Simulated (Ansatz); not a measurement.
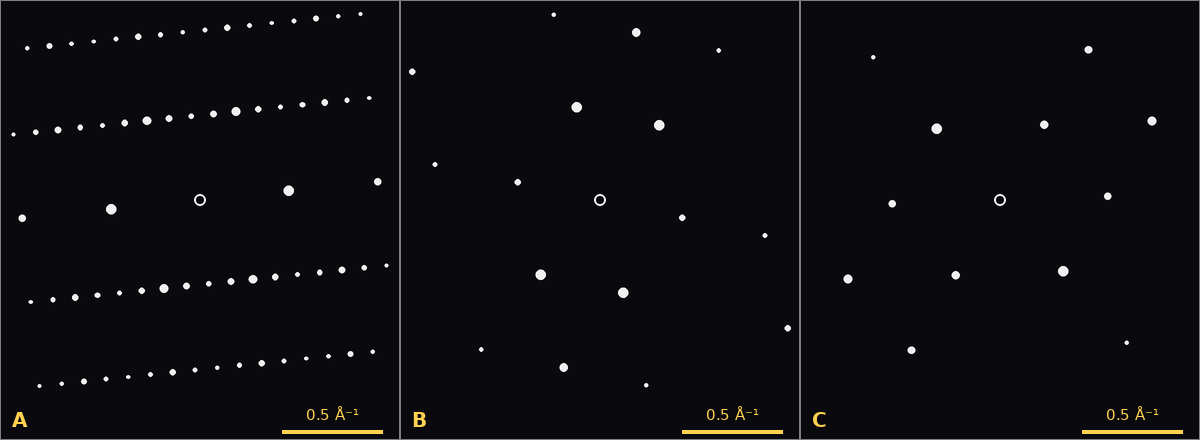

Computed electron diffraction patterns, 120 kV, single scattering only, B = 0.5 Å².

All three come from Ir, space group P6_3/mmc (No. 194), a = 2.739 Å, c = 8.950 Å (hexagonal axes). Structure: the end point of a relaxation with Ansatz, DFT, PBE, plane waves (420 eV) with PAW, scalar-relativistic; the starting structure was generated, so it need not be a known form of this composition.

> Assign the zone axes [100], [201], [311] to A, B and C.

A is [100]: rectangular net of 0 0 1 (itself extinct) at d = 8.95 Å and 0 1 0 at d = 2.37 Å, at 90.0°. B is [201]: centred rectangular net of 0 1 0 at d = 2.37 Å and 1 0 -2 at d = 2.10 Å, at 63.8°. C is [311]: oblique net of 0 1 -1 at d = 2.29 Å and -1 1 2 at d = 2.10 Å, at 72.1°.
